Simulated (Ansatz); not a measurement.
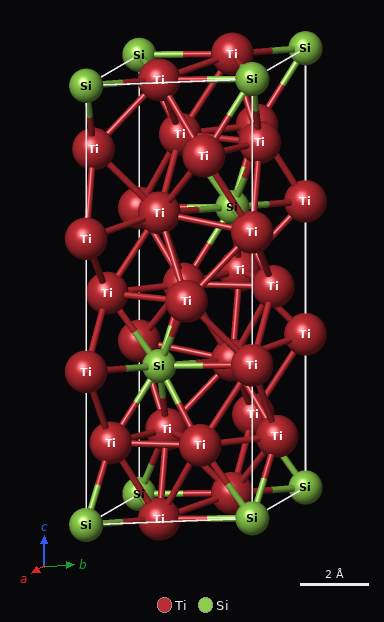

Crystal structure, ball-and-stick style, seen slightly off an axis. One conventional unit cell is framed, with atoms on its boundary repeated.

Ti₅Si, space group R32 (No. 155), a = 5.05 Å, b = 5.05 Å, c = 13.32 Å, α = 90.00°, β = 90.00°, γ = 120.00°.

Method used: DFT PBE, scalar-relativistic, plane waves, PAW (Ansatz 0.2.0). It ran with a cutoff energy of 420 eV, k-points about 0.13 Å⁻¹ apart, Gaussian smearing of 0.15 eV, no spin polarisation.

### What does the calculation say: metal or gapped?

A metal: bands cross the Fermi level.

### How far is the cell from zero pressure?

The computed pressure is 0.0 GPa, close to zero.

It goes back to a structure listed in the Materials Project. Earlier steps of the study may have refined or changed the cell and positions. It went into a calculation with Ansatz.
